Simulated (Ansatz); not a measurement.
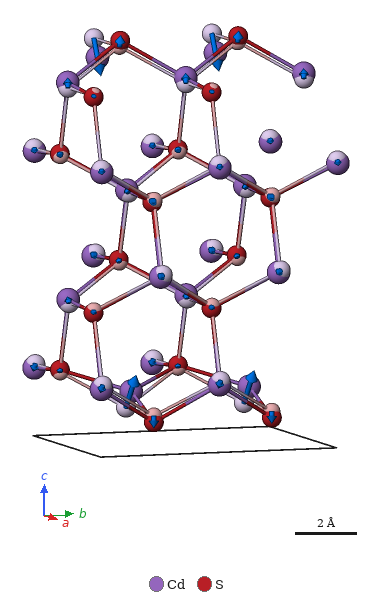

This is a relaxation of a slab of composition Cd₈S₈. The starting structure is drawn faded, the final one solid; blue arrows show the displacements, 2 times their true length.

A ball-and-stick model of the 1 × 2 repeat of the cell, outlined in the plane, without the vacuum (origin shifted), seen slightly off an axis.

Computed with DFT, PBEsol, PAW, plane waves in Ansatz 0.2.0. Set-up: plane-wave cutoff 420 eV; k-point mesh 4 × 6 × 1; no spin polarisation; atoms relaxed in a fixed cell; force threshold 0.03 eV/Å; at most 80 steps.

Question: Which element moves most?

Answer: Cadmium: up to 0.68 Å, against 0.21 Å for sulfur.

Question: What happened in the run?

Answer: The largest moves relative to the layer's centre, 0.68 Å, are those of Cd atoms. Largest moves by element: Cd 0.68 Å, S 0.21 Å. The cell doesn't change. Near-neighbour distances that change, for instance: Cd–S 2.578 → 2.400 Å, Cd–S 2.464 → 2.578 Å, Cd–S 2.496 → 2.400 Å, Cd–S 2.565 → 2.483 Å. Among the angles between lasting bonds that change: S–Cd–S 107.3° → 123.4°, Cd–S–Cd 110.3° → 95.2°, S–Cd–S 109.6° → 123.4°. The energy falls by 0.973 eV per cell of the calculation in 6 geometry steps. The largest force component goes from 1.1 to 0.0038 eV/Å. The run took 5.4 s on 1 × NVIDIA GB200 with 8 threads of Arm Neoverse-V2, peak memory 1.9 GiB.
